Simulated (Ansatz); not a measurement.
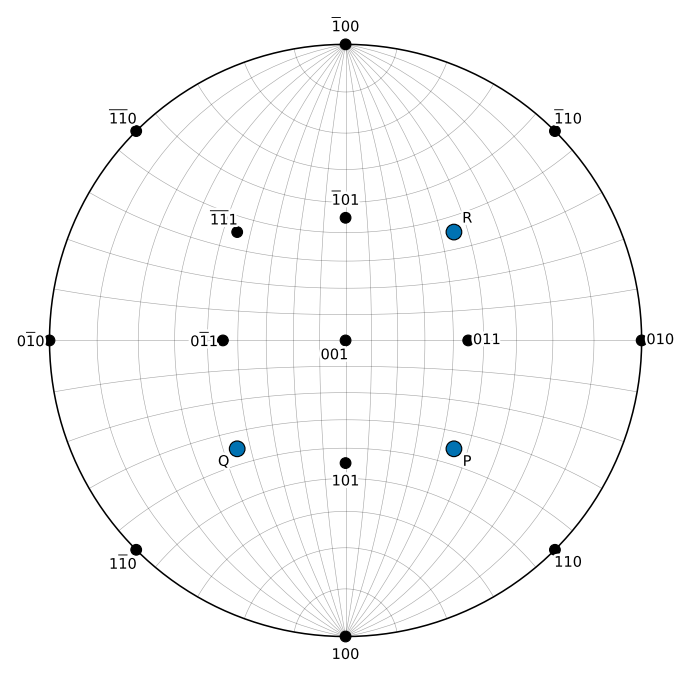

For Ta, the end point of a relaxation with Ansatz 0.2.0, DFT, LDA (PW92), plane waves (420 eV) with PAW, scalar-relativistic; the starting structure was generated, so it need not be a known form of this composition: stereographic projection of plane normals (upper hemisphere) centred on (0 0 1). All values are computed from the atomic coordinates in the standard setting (tolerance 0.002 Å).

a = 5.208 Å, b = 5.208 Å, c = 5.208 Å, α = 90.00°, β = 90.00°, γ = 90.00°.

Index the poles marked P, Q, R.

P is (1 1 1), 54.7° from the centre; Q is (1 −1 1), 54.7° from the centre; R is (−1 1 1), 54.7° from the centre.

What is the angle between the normals of (−1 −1 0) and (−1 1 1), and what are their d_hkl = 1/|g|?

90.0°; d = 3.683 Å and 3.007 Å.
